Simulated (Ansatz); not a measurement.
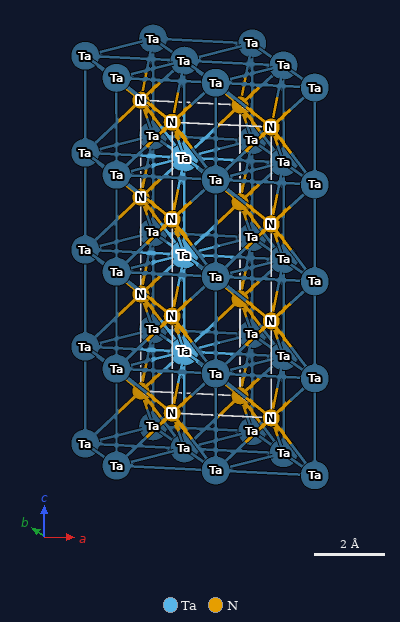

**Figure 1.** The input geometry (ball-and-stick view of the reduced cell, seen slightly off an axis; neighbours outside the cell are drawn fainter). An atom can appear more than once, as a periodic image. Near neighbours in the periodic cell (some may lie outside the picture): Ta has 6 N at 2.23 Å and 8 Ta at 2.88 to 2.94 Å; N has 6 Ta at 2.23 Å.

Run report: TaN, single-point calculation

System: TaN (6 atoms in the cell).
Method: DFT r2SCAN, scalar-relativistic, plane waves, PAW, no spin polarisation (Ansatz 0.2.0).

The structure derives from an entry of the Crystallography Open Database. It belongs to a series of runs on one base structure; here: the relaxed cell repeated 3 times.

## What the program printed
```
Engine: ansatz 0.2.0, x86_64-unknown-linux-gnu
Pseudopotentials: kind: paw
Pseudopotential: Ta, paw, valence charge 13, recommended cutoff 500 eV (meta_gga), Ta.paw.azcp
Pseudopotential: N, paw, valence charge 5, recommended cutoff 500 eV (meta_gga), N.paw.azcp
Functional definition: r2SCAN
  parameter k0 = 0.174
  parameter k1 = 0.065
  parameter a1 = 4.9479
  exchange = r2scan_x(k0 = k0, k1 = k1, a1 = a1)
  correlation = r2scan_c
Crystal: 6 atoms, lattice volume = 64.610 Å³
Basis set: ecut = 500 eV, 1651 PW (Γ), exchange–correlation on 96×96×256 points (64 copies of the dense FFT grid, shifted against one another)
Bands: 33, of which v1, the nominal top of the filled ones, is band 27 counted from 1 (26 counted from 0)
Symmetry: 36 space group operations
Space group: P-6m2 (ITA 187), of the structure as read, at distance tolerance 4.0e-5 Å
k-points: 224 of 3703 (time reversal used)
Non-local potential: Ta, projectors of the file, l = 0: 3, l = 1: 2, l = 2: 2, l = 3: 1
Non-local potential: N, projectors of the file, l = 0: 2, l = 1: 2, l = 2: 1
PAW form: soft (Blöchl's): semilocal exchange-correlation on the pseudo side does not see the compensation charge
PAW frozen core: Ta, regenerated for the run's functional (the file was generated under x = pbe(κ = 0.804, μ = 0.2195149727645171), c = pbe(β = 0.06672455060314922))
PAW frozen core: N, regenerated for the run's functional (the file was generated under x = pbe(κ = 0.804, μ = 0.2195149727645171), c = pbe(β = 0.06672455060314922))
PAW one-centre angular grid: Ta, 590 points (default); XC on 160 Gauss nodes
PAW one-centre angular grid: N, 302 points (default); XC on 160 Gauss nodes
Initial density: superposition of atomic densities (neutral atoms: chi_scale 0, normalization atom), corrected by the library's trained network
Initial wavefunctions: pseudopotential atomic-orbital guess
Functional: x = r2scan, c = r2scan; τ floored in thin density (d = 2e-4 eV/Å³)
SCF iter   1: F=—  HF=-30995.105151 eV  |F-HF|=—  |Δ(HF+E_count)|=         —  Δρ=1.11e-2  dr2=2.78e-2  dr2_τ=3.63e-1  ethr=1.77e-3  ⟨swp⟩=5.1  Hψ=30116  notcnv=0
preconditioner: auto → Kerker (q_TF=auto, 2.648 Å⁻¹)  [metal: Δε(μ)=0.040 eV  Ē_g=10.405 eV  σ=0.150 eV  W_gap=0.15  n_scr=24 (ndim 8)  ℏωp=25.3 eV  f_vac=0.000  D(μ)=0.18/eV (n_scr^D=0)]
SCF iter   2: F=—  HF=-30995.402134 eV  |F-HF|=—  |Δ(HF+E_count)|=   2.97e-1  Δρ=8.56e-3  dr2=2.58e-2  dr2_τ=1.86e-3  ethr=5.15e-5  ⟨swp⟩=2.0  Hψ=15498  notcnv=0  defer=234
SCF iter   3: F=—  HF=-30995.409656 eV  |F-HF|=—  |Δ(HF+E_count)|=   7.52e-3  Δρ=3.99e-3  dr2=4.81e-3  dr2_τ=6.22e-4  ethr=4.77e-5  ⟨swp⟩=2.1  Hψ=9017  notcnv=0  defer=234
SCF iter   4: F=—  HF=-30995.413130 eV  |F-HF|=—  |Δ(HF+E_count)|=   3.47e-3  Δρ=1.70e-3  dr2=1.91e-3  dr2_τ=1.31e-4  ethr=8.90e-6  ⟨swp⟩=2.0  Hψ=10441  notcnv=0  defer=234
SCF iter   5: F=—  HF=-30995.412848 eV  |F-HF|=—  |Δ(HF+E_count)|=   2.82e-4  Δρ=4.87e-4  dr2=1.81e-4  dr2_τ=4.84e-6  ethr=3.53e-6  ⟨swp⟩=2.0  Hψ=9156  notcnv=0  defer=234
SCF iter   6: F=—  HF=-30995.412820 eV  |F-HF|=—  |Δ(HF+E_count)|=   2.80e-5  Δρ=9.61e-5  dr2=6.95e-6  dr2_τ=3.02e-7  ethr=3.35e-7  ⟨swp⟩=2.0  Hψ=9750  notcnv=0  defer=234
SCF iter   7: F=—  HF=-30995.412821 eV  |F-HF|=—  |Δ(HF+E_count)|=   7.48e-7  Δρ=2.74e-5  dr2=5.23e-7  dr2_τ=2.71e-8  ethr=1.29e-8  ⟨swp⟩=2.0  Hψ=10082  notcnv=0  defer=237
SCF iter   8: F=-30995.412821 eV  HF=-30995.412821 eV  |F-HF|=4.58e-10  |Δ(HF+E_count)|=   2.22e-8  Δρ=2.23e-6  dr2=3.01e-9  dr2_τ=2.14e-10  ethr=1.85e-10  ⟨swp⟩=14.4  Hψ=54210  notcnv=0
SCF 1 converged in 8 iterations: F = -30995.412821 eV  dr2 = 3.01e-9
  greatest PAW one-centre occupation: 0.998 electrons in one spin orbital (limit 2), on the Ta atom at site 2 (counted from 0), in its partial waves of l = 0
```

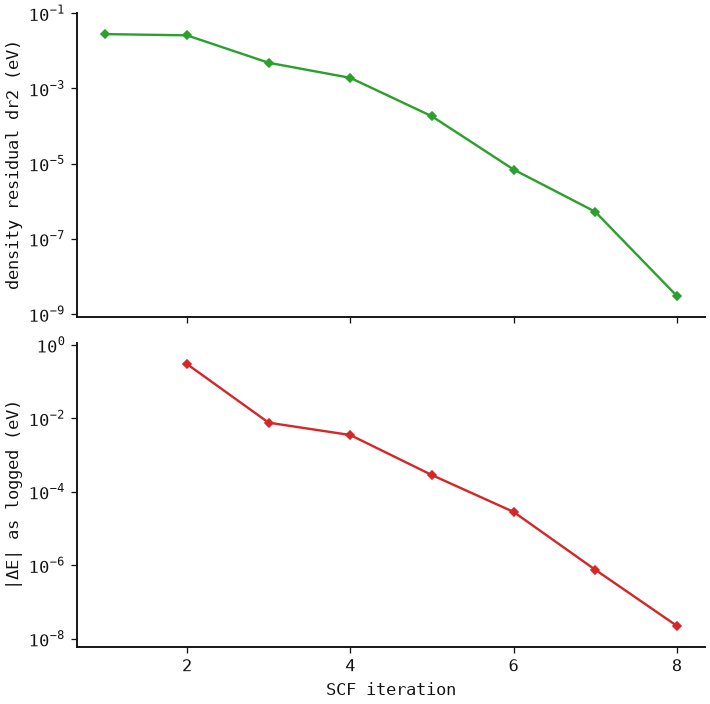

**Figure 2.** Convergence of the self-consistent field: density residual dr2 and size of the energy change against the SCF iteration. The residual falls at every step.

```
SCF converged after 8 iterations
Free energy (F): -30995.412821 eV
Harris-Foulkes:  -30995.412821 eV  (|F-HF|=4.58e-10)
Internal energy: -30995.410924 eV  (E = F + TS)
E sigma→0 (E₀):  -30995.411872 eV
Entropy (-TS):   -0.001897 eV (-0.316 meV/atom)
Fermi energy:    20.219350 eV
--- Per-component energies (eV) ---
  E_band       = -204.026898
  E_kinetic    = 1504.152398
  E_local      = -1809.662650  (includes V_loc(G=0)·N_el)
  E_nonlocal   = 178.322098
  E_hartree    = 611.582326
  E_xc         = -797.541470
  E_vxc        = -925.662570  (∫ρ·V_xc dr)
  E_paw        = -25656.515028  (= ΣΔE_a)
  E_vpaw       = -421.818755  (= ΣTr[D̂ρ^β])
  E_aug_tail   = 0.000245  (compensation charges beyond the density's cutoff)
  E_vtau       = 47.477778  (kinetic-family band-sum trace: ∫τ·v_τ [+ j·A + Jᵃ·Aᵃ] dr)
  E_ewald      = -5023.391308
  E_core_change = -2.357535  (= ΣΔE_core)
  E_smearing   = -0.001897  (= −TS)
  E_closure    = -0.000000  (closes the sum)
  Σ components = -30995.412821   (vs F -30995.412821, Δ=0.00e0)
--- Forces (eV/Å), atoms counted from 1 ---
  atom   1  Ta    -0.00000000     0.00000000    -0.00000000
  atom   2  Ta     0.00000000     0.00000000     0.00000000
  atom   3  Ta     0.00000000     0.00000000     0.00000000
  atom   4  N      0.00000000     0.00000000    -0.00000000
  atom   5  N     -0.00000000     0.00000000     0.00000000
  atom   6  N      0.00000000     0.00000000    -0.00000000
  max |Σ_I F_I| component: 1.27e-15 eV/Å
--- Stress (GPa, compression-positive) ---
       -0.014299      -0.000000      -0.000000
       -0.000000      -0.014299       0.000000
        0.000000      -0.000000      -0.028971
  P = ⅓ Tr σ = -0.0192 GPa (-0.192 kbar)
--- Band table (eV; the first three rows and the last of 224) ---
  k-point 0: bands = ["-50.1828", "-50.1429", "-50.1429", "-16.5772", "-16.5772", "-15.8528", "-15.5895", "-15.5895", "-15.5288", "-15.5288", "-15.5288", "-15.5288", "1.4390", "3.2373", "3.2373", "11.7276", "11.7276", "15.4035", "15.4035", "15.8322", "16.0699", "16.0699", "16.0699", "16.0699", "17.0569", "20.5153", "20.5153", "20.5153", "20.5153", "21.1257", "21.1257", "22.6984", "23.9563"]
  k-point 1: bands = ["-50.1816", "-50.1503", "-50.1367", "-16.6826", "-16.4495", "-15.8755", "-15.5877", "-15.5877", "-15.5401", "-15.5401", "-15.5192", "-15.5192", "1.4865", "2.8601", "3.5825", "11.1809", "12.3678", "15.4228", "15.4228", "15.6025", "15.9489", "15.9489", "16.1663", "16.1663", "17.2547", "20.3127", "20.3127", "20.3708", "20.8218", "20.8218", "21.7875", "22.7869", "23.5491"]
  k-point 2: bands = ["-50.1782", "-50.1582", "-50.1322", "-16.7574", "-16.3097", "-15.9413", "-15.5825", "-15.5825", "-15.5522", "-15.5522", "-15.5124", "-15.5124", "1.6260", "2.4857", "3.8532", "10.7740", "13.0613", "15.0935", "15.4795", "15.4795", "15.8158", "15.8158", "16.2313", "16.2313", "17.6858", "19.6019", "20.1997", "20.1997", "21.2329", "21.2329", "22.2757", "22.9337", "22.9337"]
  k-point 223: bands = ["-50.0803", "-50.0738", "-50.0398", "-16.4830", "-16.3788", "-16.3577", "-16.2472", "-16.2454", "-16.2303", "-16.1396", "-15.9505", "-15.8443", "3.4292", "3.8517", "3.9275", "11.7710", "12.9696", "13.1825", "13.3611", "13.6143", "13.7364", "14.1964", "14.4162", "16.0211", "19.5116", "19.6062", "19.6663", "22.2666", "22.6135", "23.1586", "23.7584", "23.9410", "24.2418"]
```

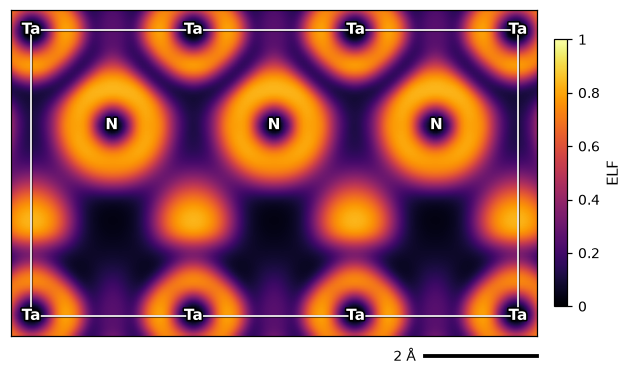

**Figure 3.** Electron localisation function on the (11̄0) plane of the calculation cell. Ta–N (2.23 Å): the ELF is about 0.20 at the midpoint (a polar contact without a shared pair, in a metal). Ta–Ta (2.88 Å): the ELF is about 0.25 at the midpoint (no shared electron pair). The strong features right at Ta lie inside the PAW spheres (semicore, d or f shells) and say nothing about bonding. The fields are those of the smooth PAW valence density.

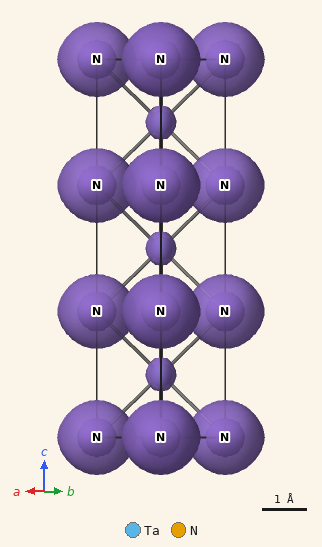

**Figure 4.** Isosurface of the ELF at 0.7 (purple), seen along [110]. Only the valence region is drawn (cores and ρ < 0.01 e/Å³ removed). Sticks mark near contacts. The outline is the calculation cell. Along the contacts the grid gives the following. Ta–N (2.23 Å): the ELF is about 0.20 at the midpoint (a polar contact without a shared pair, in a metal). Ta–Ta (2.88 Å): the ELF is about 0.25 at the midpoint; no shared electron pair.

The run was set up as follows.

## The input
```yaml
crystal:
  lattice:
    - [-2.9361543272, 0.0, 0.0]
    - [-1.4680771636, -2.5427842368, 0.0]
    - [0.0, 0.0, 8.6538556583]
  atoms:
    - { symbol: Ta, position: [0.3333333333, 0.3333333333, 0.1666666667] }
    - { symbol: Ta, position: [0.3333333333, 0.3333333333, 0.5] }
    - { symbol: Ta, position: [0.3333333333, 0.3333333333, 0.8333333333] }
    - { symbol: "N", position: [0.0, 0.0, 0.0] }
    - { symbol: "N", position: [0.0, 0.0, 0.3333333333] }
    - { symbol: "N", position: [0.0, 0.0, 0.6666666667] }
basis:
  ecutwfc: 500
kpoints:
  mp_grid: { grid: [23, 23, 7] }
hamiltonian:
  xc: r2scan
scf:
  occupations: { method: gaussian, width: 0.15 }
output:
  forces: true
  stress: true
  eigenvalues: true
  write_density: true
  write_potential: true
  elf: true
  volumetric_format: npy
```

Run as:
```bash
ansatz run input.yaml --threads 2 --pin off --max-ram 5120MiB --backend cpu --events-out ev --progress --plain --runs-dir out
```

## Results in brief

| quantity | value |
| --- | --- |
| outcome | converged |
| space group (tolerance 0.01 Å) | P-6m2 (187) |
| electrons treated | 54 |
| free energy | −30995.4128 eV |
| Fermi energy | 20.219 eV |
| gap on the k-point mesh | none (metallic) |
| pressure | −0.02 GPa |
| largest force (length of the vector) | under 0.001 eV/Å |
| hardware | 2 threads of Intel Xeon @ 2.50GHz (Skylake/Cascade Lake), 189 GiB of memory available, shared host |
| wall time | 98 s (CPU time 2.8 min) |
| peak memory | 0.78 GiB |

Spin–orbit coupling is left out, which matters for Ta.
